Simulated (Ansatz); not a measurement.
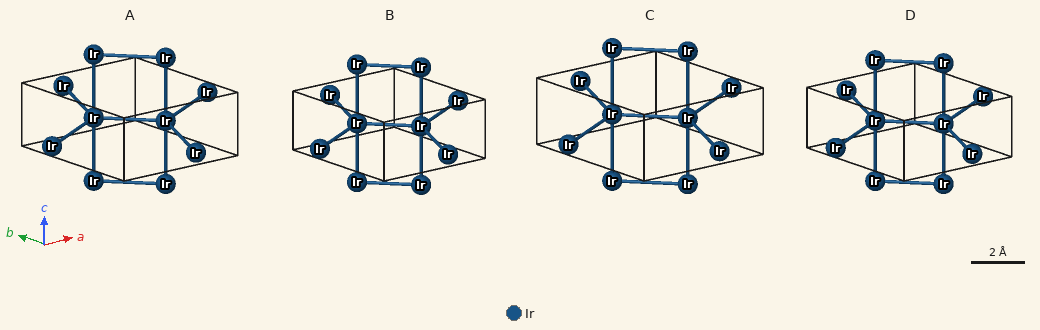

4 geometries from one relaxation of solid Ir (a generated structure, set up in P6/mmm) (coarse preliminary run), in shuffled order. Style: ball-and-stick. Shown: the cell of the calculation, from a free direction.

Theory: Ansatz 0.2.0, DFT PBE, scalar-relativistic, plane waves, PAW. Set-up: plane-wave cutoff 420 eV; k-point mesh 6 × 6 × 6; occupations gaussian; smearing width 0.1 eV; no spin polarisation; cell and atoms relaxed; force threshold 0.04 eV/Å; at most 70 steps.

Question: Put them in the order of the run, from the start to the converged end.

Answer: C, A, D, B. They are steps 0, 1, 2, 6, at +1585 meV per atom, +841 meV per atom, +260 meV per atom relative to the last. No atom moves by more than 0.005 Å relative to the cell. Cell: a = b 5.029 → 4.266 Å (−15.2 %), c 2.906 → 2.575 Å (−11.4 %). Volume −36.2 %. Some distances before and after: Ir–Ir 2.904 → 2.463 Å, Ir–Ir 2.906 → 2.575 Å. The space group stays P6/mmm (No. 191). Over 5 accepted moves (6 points after the start) the energy falls by 1585 meV per atom. All forces vanish by symmetry, so only the cell relaxes. The pressure goes from −27.19 to −0.02 GPa. The SCF was repeated once at an unchanged geometry on a basis and grid sized afresh for the cell, which shifted the energy by 3.1 meV per atom at most.
